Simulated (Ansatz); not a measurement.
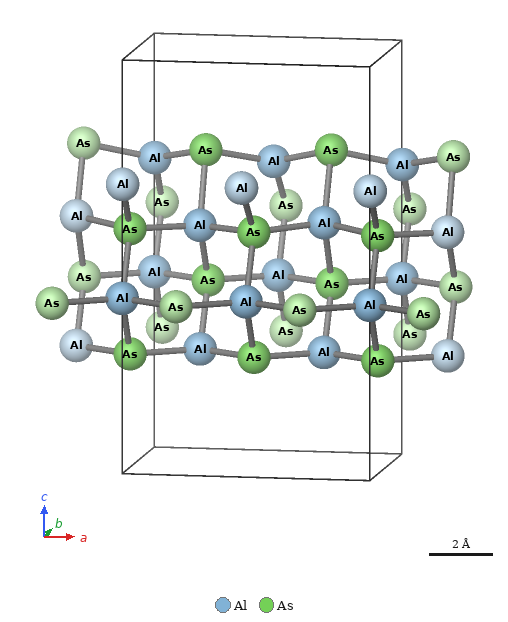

The structure as given in the input (ball-and-stick view of the cell of the calculation, with the vacuum cut short, seen slightly off an axis; neighbours outside the cell are drawn fainter). An atom can appear more than once, as a periodic image.

## AlAs: single-point calculation

AlAs (slab, 16 atoms in the cell), computed with DFT PBE+D3(BJ), scalar-relativistic, plane waves, PAW, no spin polarisation (Ansatz 0.2.0).

The structure derives from an entry of the Crystallography Open Database. It belongs to a series of runs on one base structure; here: the slab at its places in the relaxed adsorbed structure. Figures and captions count atoms from 1; the log counts them from 0 in places.

**Output**
```
Engine: ansatz 0.2.0, aarch64-unknown-linux-gnu
Pseudopotentials: kind: paw
Pseudopotential: Al, paw, valence charge 3, recommended cutoff 420 eV (normal), Al.paw.azcp
Pseudopotential: As, paw, valence charge 15, recommended cutoff 420 eV (normal), As.paw.azcp
Functional definition: PBE
  parameter kappa = 0.804
  parameter beta = 0.06672455060314922
  exchange = pbe_x(kappa = kappa, mu = beta*pi^2/3)
  correlation = pbe_c(beta = beta)
Crystal: 16 atoms, lattice volume = 1098.666 Å³
Basis set: ecut = 420 eV, 21561 PW (Γ), exchange–correlation on 108×80×324 points (8 copies of the dense FFT grid, shifted against one another)
Bands: 88, of which v1, the nominal top of the filled ones, is band 72 counted from 1 (71 counted from 0)
Symmetry: 1 space group operations
Space group: P1 (ITA 1), of the structure as read, at distance tolerance 1.0e-4 Å
k-points: 4 of 6 (time reversal used)
Non-local potential: Al, projectors of the file, l = 0: 2, l = 1: 2, l = 2: 1
Non-local potential: As, projectors of the file, l = 0: 2, l = 1: 2, l = 2: 3, l = 3: 1
PAW form: soft (Blöchl's): semilocal exchange-correlation on the pseudo side does not see the compensation charge
PAW one-centre angular grid: Al, 110 points (default); XC on 64 Gauss nodes
PAW one-centre angular grid: As, 590 points (default); XC on 64 Gauss nodes
Initial density: superposition of atomic densities (neutral atoms: chi_scale 0, normalization atom), corrected by the library's trained network
Initial wavefunctions: pseudopotential atomic-orbital guess
Functional: x = pbe(κ = 0.804, μ = 0.2195149727645171), c = pbe(β = 0.06672455060314922)
SCF iter   1: F=—  HF=-43154.652212 eV  |F-HF|=—  |Δ(HF+E_count)|=         —  Δρ=1.35e-3  dr2=9.15e-2  ethr=1.77e-3  p=-0.012 e·Å  D=-2.02e-3 V/Å  ΔV_dip=0.05 eV  dr2_dipole=2.36e-2  V_vac-E_F(+/−)=4.54/4.49 eV  ⟨swp⟩=7.2  Hψ=1468  notcnv=0  defer=3
efield: sawtooth ramp at fractional position 0.9409 (placed from the atoms, in the widest stretch of the axis that holds none; the zero of the levels goes with the place), width 0.0400; the density the first Hamiltonian is built on has a dipole p = -0.012 e·Å; the dipole correction subtracts the counter field D = -2.02e-3 V/Å, which shifts the + side's vacuum level by +0.05 eV against the − side's; the planar-averaged density in the ramp window peaks in size at 2.8e-6 e/Å³
preconditioner: auto → Resta (q_TF=auto, 1.944 Å⁻¹)  ε∞=2.4  [insulator: Δε(μ)=1.030 eV  Ē_g=7.555 eV  σ=0.050 eV  W_gap=1.00  n_scr=140 (ndim 8)  ℏωp=9.0 eV  f_vac=0.601  D(μ)=0.00/eV (n_scr^D=0)  ε∞_Penn≈2.4  vacuum switching on, ρ_ref=4.1e-3 e/Å³]
SCF iter   2: F=—  HF=-43154.656372 eV  |F-HF|=—  |Δ(HF+E_count)|=   4.16e-3  Δρ=9.99e-4  dr2=1.07e-1  ethr=6.35e-5  p=-0.129 e·Å  D=-2.12e-2 V/Å  ΔV_dip=0.51 eV  dr2_dipole=4.36e-2  V_vac-E_F(+/−)=4.80/4.29 eV  ⟨swp⟩=2.8  Hψ=513  notcnv=0  defer=48
SCF iter   3: F=—  HF=-43154.646239 eV  |F-HF|=—  |Δ(HF+E_count)|=   1.01e-2  Δρ=5.23e-4  dr2=1.76e-2  ethr=6.35e-5  p=-0.043 e·Å  D=-7.11e-3 V/Å  ΔV_dip=0.17 eV  dr2_dipole=6.37e-3  V_vac-E_F(+/−)=4.58/4.40 eV  ⟨swp⟩=2.0  Hψ=386  notcnv=0  defer=48
SCF iter   4: F=—  HF=-43154.645905 eV  |F-HF|=—  |Δ(HF+E_count)|=   3.34e-4  Δρ=2.38e-4  dr2=1.70e-3  ethr=1.22e-5  p=-0.067 e·Å  D=-1.10e-2 V/Å  ΔV_dip=0.27 eV  dr2_dipole=6.63e-5  V_vac-E_F(+/−)=4.61/4.34 eV  ⟨swp⟩=2.0  Hψ=361  notcnv=0  defer=48
SCF iter   5: F=—  HF=-43154.646108 eV  |F-HF|=—  |Δ(HF+E_count)|=   2.02e-4  Δρ=8.51e-5  dr2=1.31e-4  ethr=1.18e-6  p=-0.070 e·Å  D=-1.16e-2 V/Å  ΔV_dip=0.28 eV  dr2_dipole=1.88e-6  V_vac-E_F(+/−)=4.62/4.33 eV  ⟨swp⟩=2.0  Hψ=433  notcnv=0  defer=48
SCF iter   6: F=—  HF=-43154.646181 eV  |F-HF|=—  |Δ(HF+E_count)|=   7.38e-5  Δρ=2.98e-5  dr2=2.27e-5  ethr=9.06e-8  p=-0.071 e·Å  D=-1.18e-2 V/Å  ΔV_dip=0.28 eV  dr2_dipole=1.12e-11  V_vac-E_F(+/−)=4.61/4.33 eV  ⟨swp⟩=2.0  Hψ=474  notcnv=0  defer=48
SCF iter   7: F=—  HF=-43154.646435 eV  |F-HF|=—  |Δ(HF+E_count)|=   2.53e-4  Δρ=1.13e-5  dr2=2.25e-6  ethr=1.58e-8  p=-0.071 e·Å  D=-1.18e-2 V/Å  ΔV_dip=0.28 eV  dr2_dipole=1.42e-11  V_vac-E_F(+/−)=4.61/4.33 eV  ⟨swp⟩=2.0  Hψ=432  notcnv=0  defer=48
SCF iter   8: F=—  HF=-43154.646438 eV  |F-HF|=—  |Δ(HF+E_count)|=   3.20e-6  Δρ=3.52e-6  dr2=1.80e-7  ethr=1.56e-9  p=-0.071 e·Å  D=-1.18e-2 V/Å  ΔV_dip=0.28 eV  dr2_dipole=7.82e-10  V_vac-E_F(+/−)=4.61/4.33 eV  ⟨swp⟩=2.0  Hψ=419  notcnv=0  defer=48
SCF iter   9: F=-43154.646438 eV  HF=-43154.646438 eV  |F-HF|=3.93e-9  |Δ(HF+E_count)|=   3.36e-7  Δρ=8.32e-7  dr2=1.16e-8  ethr=6.94e-11  p=-0.071 e·Å  D=-1.18e-2 V/Å  ΔV_dip=0.28 eV  dr2_dipole=1.10e-10  V_vac-E_F(+/−)=4.61/4.33 eV  ⟨swp⟩=18.2  Hψ=1810  notcnv=0
SCF 1 converged in 9 iterations: F = -43154.646438 eV  dr2 = 1.16e-8
  greatest PAW one-centre occupation: 0.999 electrons in one spin orbital (limit 2), on the As atom at site 14 (counted from 0), in its partial waves of l = 2
SCF converged after 9 iterations
Free energy (F): -43154.646438 eV
Harris-Foulkes:  -43154.646438 eV  (|F-HF|=3.93e-9)
Internal energy: -43154.646438 eV  (E = F + TS)
E sigma→0 (E₀):  -43154.646438 eV
Fermi energy:    -0.703118 eV
Dipole field:    D = -0.011776 V/Å  (p = -0.071497 e·Å, saw-weighted, corrected)
Work function:   Φ+ = 4.6126 eV   Φ− = 4.3275 eV
Levels:          The Fermi level and band energies are counted from a zero that moves with the ramp; work functions are not
--- Per-component energies (eV) ---
  E_band       = -3193.264586
  E_kinetic    = 996.282985
  E_local      = -91452.758979  (includes V_loc(G=0)·N_el)
  E_nonlocal   = -5280.678669
  E_hartree    = 45786.715052
  E_xc         = -943.243787
  E_vxc        = -854.229508  (∫ρ·V_xc dr)
  E_paw        = -18421.372858  (= ΣΔE_a)
  E_vpaw       = 1824.860457  (= ΣTr[D̂ρ^β])
  E_aug_tail   = 0.000047  (compensation charges beyond the density's cutoff)
  E_efield     = 0.000421  (sawtooth field / dipole correction)
  E_vefield    = -0.167696  (∫n·V_field dr)
  E_ewald      = 26163.985447
  E_disp       = -3.576098  (pairwise vdW)
  E_smearing   = -0.000000  (= −TS)
  E_closure    = -0.000000  (closes the sum)
  Σ components = -43154.646438   (vs F -43154.646438, Δ=0.00e0)
--- Forces (eV/Å), atoms counted from 1 ---
  atom   1  Al     0.00076435    -1.08119461     1.31237475
  atom   2  Al    -0.00097025    -1.02694440     1.39738849
  atom   3  As    -0.02090575     0.31284081    -1.22831877
  atom   4  As     0.02109120     0.31272752    -1.22532854
  atom   5  Al     0.11018235     0.31553307     0.12334346
  atom   6  Al    -0.10833495     0.30983988     0.11959826
  atom   7  As     0.00096481     0.17383846    -0.05701189
  atom   8  As    -0.00087522     0.51077413    -0.44292200
  atom   9  Al     0.00381426     0.04194431    -0.01296529
  atom  10  Al     0.01097649    -0.03954910     0.43193153
  atom  11  As    -0.05800418     0.08981069     0.14914927
  atom  12  As     0.05510312     0.08301422     0.14228014
  atom  13  Al    -0.01892775    -0.59157917    -0.21081279
  atom  14  Al     0.06329321    -0.56238246    -0.19231557
  atom  15  As    -0.04535866     1.00910292    -0.18180356
  atom  16  As    -0.01281356     0.14217202    -0.12457210
  max |Σ_I F_I| component: 5.17e-5 eV/Å
--- Band table (eV) ---
  k-point 0: bands = ["-35.7824", "-35.7769", "-35.7650", "-35.7528", "-35.7476", "-35.6951", "-35.6901", "-35.6887", "-35.6883", "-35.6792", "-35.6790", "-35.6774", "-35.6721", "-35.6704", "-35.6627", "-35.6589", "-35.6569", "-35.6566", "-35.6559", "-35.6542", "-35.3955", "-35.3932", "-35.3864", "-35.3778", "-35.3753", "-35.2991", "-35.2862", "-35.2602", "-35.2565", "-35.2478", "-35.2463", "-35.2445", "-35.2423", "-35.2411", "-35.1828", "-35.1815", "-35.1572", "-35.1559", "-35.1449", "-35.1434", "-12.7174", "-11.8480", "-11.5216", "-11.5044", "-11.0097", "-10.9048", "-10.7186", "-10.6607", "-6.3421", "-6.2087", "-6.1142", "-5.7223", "-5.7013", "-5.6013", "-4.6826", "-4.0441", "-4.0412", "-3.7242", "-3.4180", "-3.3919", "-3.1093", "-3.0402", "-2.9319", "-2.7958", "-2.6325", "-2.2593", "-2.2008", "-1.8494", "-1.4788", "-1.3519", "-1.3105", "-1.1967", "-0.2095", "-0.1841", "0.0754", "0.6832", "1.0371", "1.1463", "1.4583", "1.7332", "1.7894", "1.9991", "2.0747", "2.5457", "2.6504", "2.8427", "3.1481", "3.3033"]
  k-point 1: bands = ["-35.7824", "-35.7769", "-35.7650", "-35.7528", "-35.7476", "-35.6951", "-35.6901", "-35.6887", "-35.6884", "-35.6792", "-35.6790", "-35.6774", "-35.6721", "-35.6704", "-35.6627", "-35.6589", "-35.6569", "-35.6566", "-35.6559", "-35.6542", "-35.3955", "-35.3932", "-35.3864", "-35.3778", "-35.3753", "-35.2991", "-35.2862", "-35.2602", "-35.2565", "-35.2478", "-35.2463", "-35.2445", "-35.2423", "-35.2411", "-35.1828", "-35.1814", "-35.1572", "-35.1559", "-35.1449", "-35.1434", "-12.4039", "-11.8066", "-11.4677", "-11.4554", "-11.3205", "-11.1403", "-10.6912", "-10.6266", "-6.4508", "-6.2719", "-6.1969", "-6.0322", "-5.9866", "-5.8716", "-5.0344", "-3.9266", "-3.8228", "-3.8136", "-3.4284", "-3.2562", "-2.9947", "-2.7876", "-2.7040", "-2.5621", "-2.4455", "-2.1232", "-2.0186", "-1.7778", "-1.7425", "-1.6271", "-1.3104", "-1.2477", "-0.1534", "0.0045", "0.5843", "0.8730", "1.2882", "1.6843", "1.6935", "1.9405", "2.0795", "2.3267", "2.3663", "2.5737", "2.7638", "3.2760", "3.4536", "3.4746"]
  k-point 2: bands = ["-35.7824", "-35.7769", "-35.7650", "-35.7528", "-35.7476", "-35.6951", "-35.6901", "-35.6887", "-35.6883", "-35.6792", "-35.6790", "-35.6774", "-35.6720", "-35.6704", "-35.6627", "-35.6586", "-35.6571", "-35.6566", "-35.6559", "-35.6542", "-35.3955", "-35.3932", "-35.3864", "-35.3778", "-35.3753", "-35.2991", "-35.2862", "-35.2602", "-35.2565", "-35.2476", "-35.2465", "-35.2445", "-35.2423", "-35.2412", "-35.1828", "-35.1815", "-35.1572", "-35.1559", "-35.1448", "-35.1434", "-12.3921", "-12.2794", "-11.5798", "-11.5068", "-10.8686", "-10.8460", "-10.7836", "-10.7484", "-6.2354", "-6.1738", "-5.8370", "-5.7445", "-5.0531", "-4.8787", "-4.3219", "-4.3100", "-3.9677", "-3.8996", "-3.7342", "-3.7021", "-3.5153", "-3.3974", "-3.2610", "-3.1903", "-2.6960", "-2.6266", "-2.4282", "-2.3302", "-2.1571", "-1.7933", "-1.3960", "-1.3619", "0.0659", "0.0756", "0.7863", "0.9739", "1.6155", "1.6437", "1.8575", "1.8624", "2.4232", "2.4976", "2.6892", "2.7855", "2.9241", "2.9923", "3.3811", "3.4130"]
  k-point 3: bands = ["-35.7824", "-35.7769", "-35.7650", "-35.7528", "-35.7476", "-35.6951", "-35.6901", "-35.6887", "-35.6884", "-35.6792", "-35.6790", "-35.6774", "-35.6720", "-35.6704", "-35.6627", "-35.6586", "-35.6571", "-35.6566", "-35.6559", "-35.6542", "-35.3955", "-35.3932", "-35.3864", "-35.3778", "-35.3753", "-35.2991", "-35.2862", "-35.2602", "-35.2565", "-35.2476", "-35.2465", "-35.2445", "-35.2423", "-35.2412", "-35.1828", "-35.1814", "-35.1572", "-35.1559", "-35.1448", "-35.1435", "-12.1224", "-12.0120", "-11.6108", "-11.5102", "-11.0671", "-11.0438", "-10.8954", "-10.8822", "-6.1091", "-6.0453", "-5.9358", "-5.8649", "-5.3958", "-5.2161", "-4.9231", "-4.8327", "-3.9583", "-3.9527", "-3.8068", "-3.7138", "-3.2388", "-3.2319", "-2.8903", "-2.7861", "-2.6040", "-2.5509", "-2.1706", "-2.1515", "-1.9875", "-1.6927", "-1.2256", "-1.2146", "-0.0276", "-0.0061", "0.8573", "1.0236", "1.7268", "1.8755", "2.4571", "2.5138", "2.6952", "2.7057", "3.2343", "3.2532", "3.3419", "3.3909", "3.6475", "3.9476"]
```

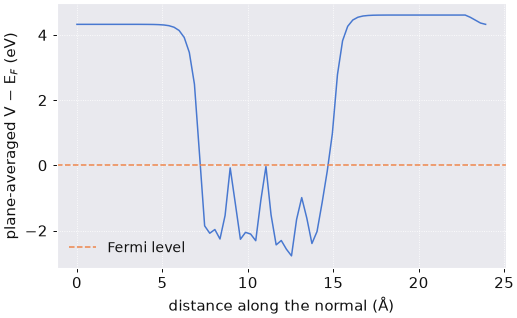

Plane average of the electrostatic potential energy of an electron across the cell, from the Fermi level. The vacuum level lies 4.61 eV above the Fermi level on the upper side and 4.33 eV on the lower.

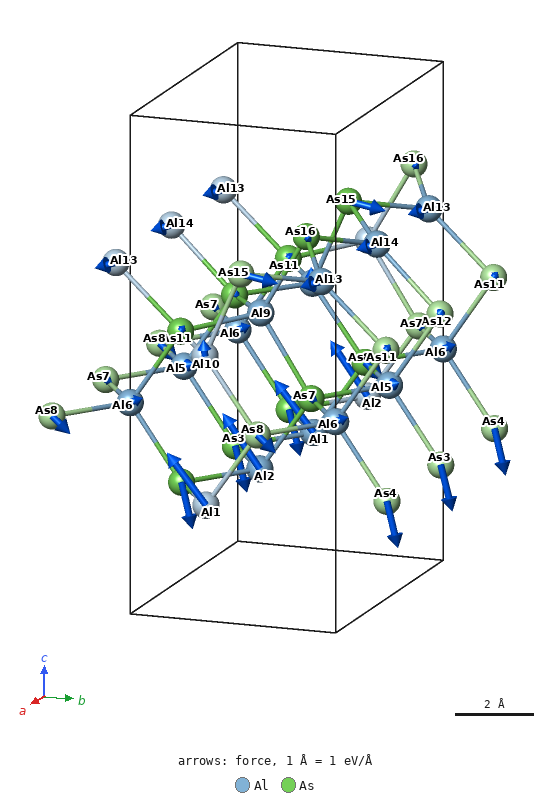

Forces on the atoms as blue arrows (ball-and-stick view of the cell of the calculation, with the vacuum cut short, seen slightly off an axis; neighbours outside the cell are drawn fainter; atoms are numbered from 1 in the order of the input); the smallest are left out. The largest act on Al2 (1.73 eV/Å); Al1 (1.70 eV/Å); As3 (1.27 eV/Å); As4 (1.26 eV/Å), among others. The geometry is not a stationary point of this energy.

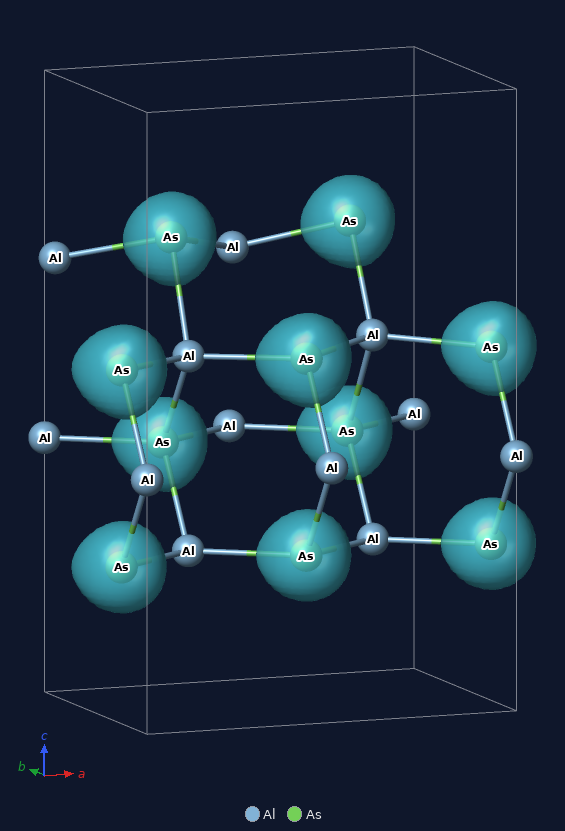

Isosurface of the valence charge density (pseudo) at 0.6 e/Å³ (cyan), seen slightly off an axis. Sticks mark near contacts. At this value the density breaks into separate islands; it holds about 65 % of the electrons treated as valence. It is pinched off along the Al–As (2.44 Å), Al–As (2.49 Å) and Al–As (2.57 Å) contacts. On the grid the lowest density along these lines, outside the cores, is 0.37 e/Å³ (Al–As, 2.44 Å), 0.33 e/Å³ (Al–As, 2.49 Å) and 0.28 e/Å³ (Al–As, 2.57 Å). Core electrons are frozen (PAW), so the fields are smoothed inside the atomic spheres.

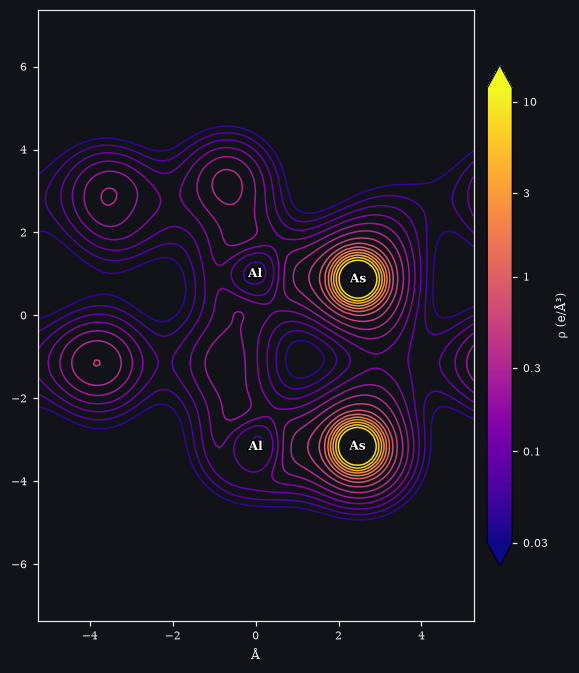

Valence electron density on the (110) plane of the calculation cell, a cut from vacuum to vacuum. Atoms in the plane: Al and As. Al–As (2.45 Å): the density is about 0.48 e/Å³ at the midpoint. Al–As (2.49 Å): the density is about 0.46 e/Å³ at the midpoint. The density dies away to nearly zero in the vacuum.

This output came from the following input.

**Input**
```yaml
crystal:
  lattice:
    - [8.0103882437, 0.0, 0.0]
    - [0.0, 5.664199847, 0.0]
    - [0.0, 0.0, 24.2143911828]
  atoms:
    - { symbol: Al, position: [0.25, 0.5, 0.3303820418] }
    - { symbol: Al, position: [0.75, 0.5, 0.3303820418] }
    - { symbol: As, position: [0.5, 0.25, 0.3303820418] }
    - { symbol: As, position: [0.0, 0.25, 0.3303820418] }
    - { symbol: Al, position: [0.5, 0.0, 0.413084805] }
    - { symbol: Al, position: [0.0, 0.0, 0.413084805] }
    - { symbol: As, position: [0.75, 0.75, 0.413084805] }
    - { symbol: As, position: [0.25, 0.75, 0.413084805] }
    - { symbol: Al, position: [0.7501039882, 0.5046641387, 0.5025579027] }
    - { symbol: Al, position: [0.2497071225, 0.4948714201, 0.4949999967] }
    - { symbol: As, position: [0.0001295094, 0.2456560772, 0.4969517811] }
    - { symbol: As, position: [0.4998122968, 0.2462222076, 0.4969009292] }
    - { symbol: Al, position: [0.0102118506, -0.0644831974, 0.5670431864] }
    - { symbol: Al, position: [0.4904754274, -0.0652225864, 0.566619941] }
    - { symbol: As, position: [0.251085751, 0.6701480906, 0.589126041] }
    - { symbol: As, position: [0.7504720541, 0.7265292299, 0.5913458233] }
basis:
  ecutwfc: 420
kpoints:
  mp_grid: { grid: [2, 3, 1] }
hamiltonian:
  xc: pbe
  dispersion: d3bj
scf:
  occupations: { method: gaussian, width: 0.05 }
output:
  forces: true
  eigenvalues: true
  write_density: true
  volumetric_format: npy
efield:
  axis: 3
  dipole_correction: true
  ramp_width: 0.04
```

Command:
```bash
ansatz run input.yaml --threads 4 --pin off --max-ram 10240MiB --backend cpu --events-out ev --progress --plain --runs-dir out
```

**Key numbers**

- outcome: converged
- electrons treated: 144
- free energy: −43154.6464 eV
- work function, top face: 4.61 eV
- work function, bottom face: 4.33 eV
- Fermi energy: −0.703 eV
- gap on the k-point mesh: 0.99 eV
- work function (upper face): 4.61 eV
- largest force (length of the vector): 1.734 eV/Å
- hardware: 4 threads of Arm Neoverse V2, 24 GiB of memory available, shared host
- wall time: 12 s (CPU time 38 s)
- peak memory: 1.8 GiB
